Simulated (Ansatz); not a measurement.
# SiC5: what the fields show

The calculation's input:

```
crystal:
  lattice:
    - [2.7333897589, 0.0, 0.0]
    - [-1.3666948795, 2.3671849697, 0.0]
    - [0.0, 0.0, 6.7789425045]
  atoms:
    - { symbol: Si, position: [0.0, 0.0, 0.9937817878] }
    - { symbol: C, position: [0.3333333333, 0.6666666667, 0.3506354207] }
    - { symbol: C, position: [0.3333333333, 0.6666666667, 0.576969715] }
    - { symbol: C, position: [0.0, 0.0, 0.2756165938] }
    - { symbol: C, position: [0.6666666667, 0.3333333333, 0.6533786834] }
    - { symbol: C, position: [0.6666666667, 0.3333333333, 0.8796177993] }
basis:
  ecutwfc: 420
kpoints:
  mp_grid: { grid: [12, 12, 4] }
hamiltonian:
  xc: pbe
scf:
  occupations: { method: gaussian, width: 0.02 }
output:
  forces: true
  stress: true
  eigenvalues: true
  write_density: true
  write_potential: true
  elf: true
  volumetric_format: npy
relax:
  adjacent_minimum: "off"
  f_tol: 0.01
  max_steps: 80
  cell: { stress_tol: 0.05 }
```

Run with:

```sh
ansatz run input.yaml --threads 1 --pin off --max-ram 2560MiB --backend cpu --events-out ev --progress --plain --runs-dir out
```

Below, planes, directions and counts refer to the conventional cell (a = 2.73 Å, b = 2.73 Å, c = 6.78 Å, α = 90.00°, β = 90.00°, γ = 120.00°).

Space group P3m1; a generated structure, not necessarily the stable one.

The calculation used DFT PBE, scalar-relativistic, plane waves, PAW in Ansatz 0.2.0.

Core electrons are frozen (PAW), and the valence fields are smoothed inside the atomic spheres.

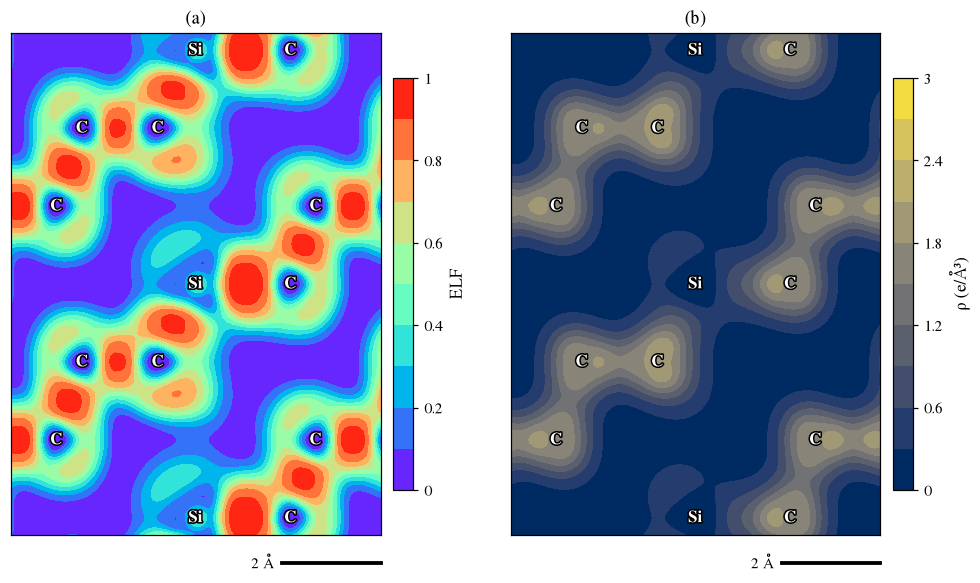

Figure 1. (a) electron localisation function; (b) valence electron density on the (110) plane of the conventional cell.

**Describe what can be read from this map.**

- The plane passes through Si and C nuclei.
- C–C (1.53 Å): ρ is about 1.6 e/Å³ halfway; the ELF peaks at about 0.90 between the atoms: a shared electron pair.
- Si–C (1.76 Å): ρ is about 1.1 e/Å³ halfway; the ELF peaks at about 0.90 between the atoms; localised, covalent bonding.
- C–C (1.66 Å): ρ is about 1.3 e/Å³ halfway; the ELF peaks at about 0.95 between the atoms: a shared electron pair.
- Si–C (1.91 Å): ρ is about 0.92 e/Å³ halfway; the ELF peaks at about 1 between the atoms (localised, covalent bonding).
- Between the atoms the lowest density in this plane is 0.06 e/Å³.

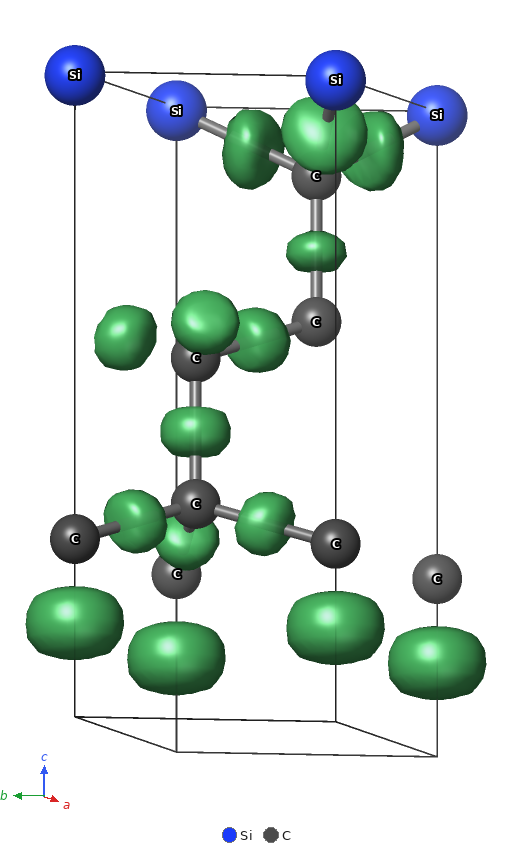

Figure 2. Isosurface of the electron localisation function at 0.85 (green), seen at an oblique angle. Core shells and regions of very low density are left out. Sticks mark near contacts.

**Describe the localisation domains.**

The surface consists of eight regions between bonded C–C atoms (shared pairs) and four regions between bonded C–Si atoms (shared pairs), counted in one cell of 6 atoms. Any copies at cell faces, edges or corners count once.

**Metal or insulator at this level of theory?**

It is gapped, with a Kohn–Sham gap of 1.2 eV on the k-point mesh (the band edges may lie off the mesh, which would make the gap smaller).
